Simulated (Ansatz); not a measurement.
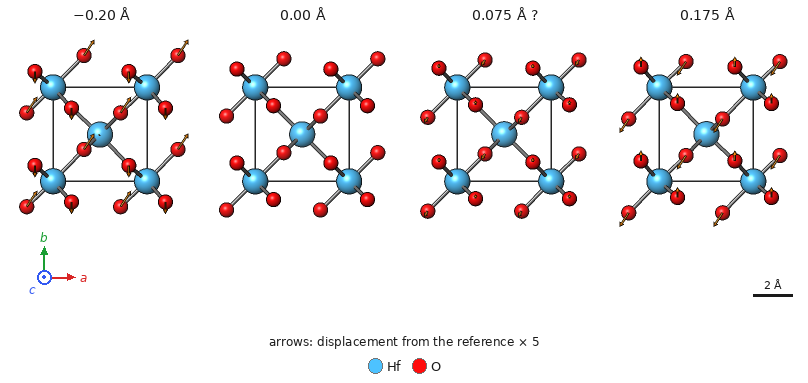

Solid HfO2 (P4_2/mnm): a normal mode at the zone centre (one arbitrary combination within a set of 2 degenerate modes) is frozen in with the cell fixed, the amplitude being the largest displacement of an atom. The picture is a ball-and-stick view of the cell of the calculation, seen along the c axis. Orange arrows: displacements from the reference.

The calculation used Ansatz 0.2.0, DFT r2SCAN, scalar-relativistic, plane waves, PAW. Set-up: plane-wave cutoff 500 eV; k-point mesh 6 × 6 × 8; occupations gaussian; smearing width 0.05 eV; no spin polarisation. Energies (free energies at the smearing named) are counted from the relaxed crystal.

```csv
largest displacement (Å),ΔE (meV/cell)
−0.200,775
−0.100,186
0.000,0
0.025,11
0.050,46
0.075,?
0.125,292
0.150,425
0.175,586
```

Q: Estimate the missing energy from the other rows, and compare with the calculation.

A: A straight line between the two neighbours gives 128 meV/cell. A cubic through the four nearest rows (0.025, 0.050, 0.125, 0.150) gives, with Lagrange weights, (−0.3000)(11) + (1.0000)(46) + (0.5000)(292) + (−0.2000)(425) = 104 meV/cell. The calculation gives 104 meV/cell, so the cubic is right to the digits shown and the straight line 24 meV/cell too high, as the curve bends upwards here.

The whole profile:

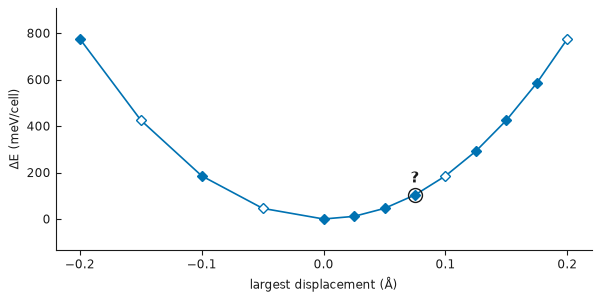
